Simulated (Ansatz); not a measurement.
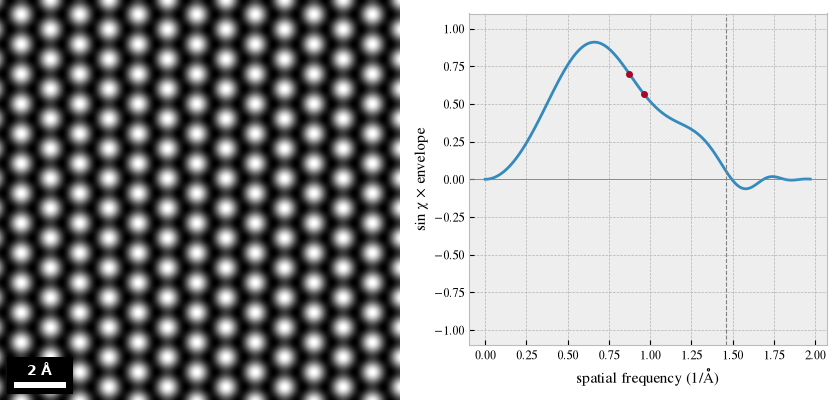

HRTEM-like image of Co (P6/mmm, No. 191) along [201]. Simulated in the weak-phase-object approximation with neutral-atom potentials: 300 kV, Cs = −15 µm, defocus +65 Å (negative is underfocus), defocus spread 15 Å, aperture 1.46 1/Å. Structure used: the end point of a relaxation with DFT, PBE, plane waves (420 eV) with PAW, scalar-relativistic in Ansatz 0.2.0; the starting structure was generated, so it need not be a known form of this composition.

The plot gives the contrast transfer function, the aperture (dashed) and the crystal's spatial frequencies that carry visible contrast (dots).

What point resolution do these settings give, and which lattice spacings pass?

About 0.7 Å (0.66 |Cs|^(1/4) λ^(3/4) with λ = 0.0197 Å). The spacings that carry visible contrast are {300} at 1.14 Å, {112} at 1.04 Å.

Do the atom columns appear dark or bright, and why?

Bright. With negative Cs and overfocus sin χ is positive over the pass band, so the strongest columns (Co) come out brighter than the background.
